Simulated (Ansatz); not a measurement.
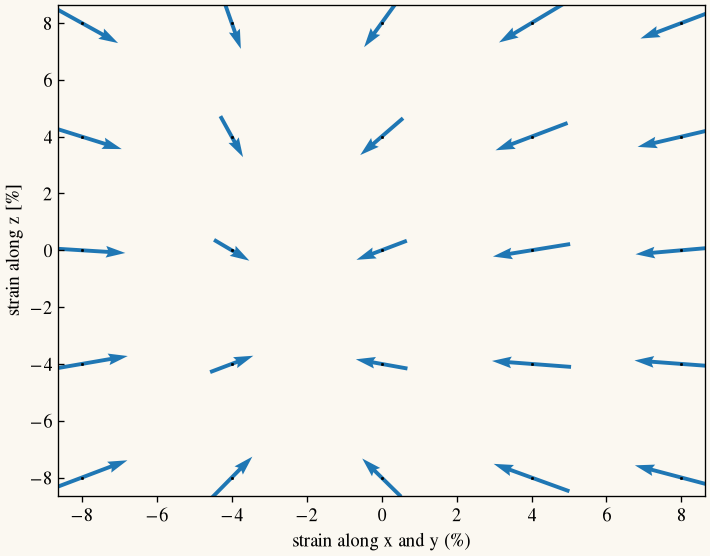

KF (Pm-3m, No. 221; 2 atoms in the cell). 
- The cell is strained homogeneously, by one strain along x and y and another along z, with fractional coordinates fixed (x, y and z along the cube axes).
- The first coordinate is: strain along x and y; the second: strain along z.
- The scan uses a 5 × 5 grid.
- The reference cell is the one listed in the database, not relaxed at this level.
- Method: Ansatz 0.2.0, DFT PBEsol, scalar-relativistic, plane waves, PAW. Settings: cutoff 420 eV, k-mesh 8×8×8, gaussian smearing 0.05 eV, no spin polarisation.

The picture shows dots at the grid points, arrows along the force (downhill), their lengths compressed.

Q: The arrows alone are given. Where is the energy lowest?

A: The arrows converge at about strain along x and y = −3 %, strain along z = −3 % (read from the interpolated surface).

The energy map of the same scan:

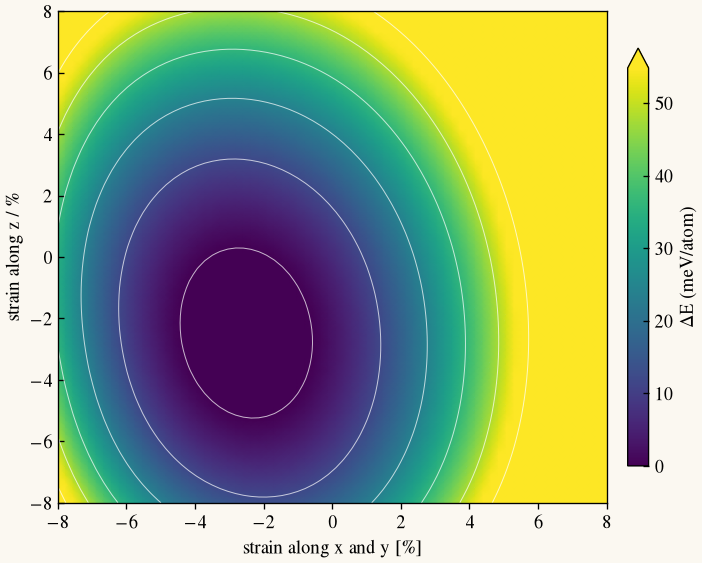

Energies are in meV/atom, from the lowest grid point; between grid points the surface is interpolated.
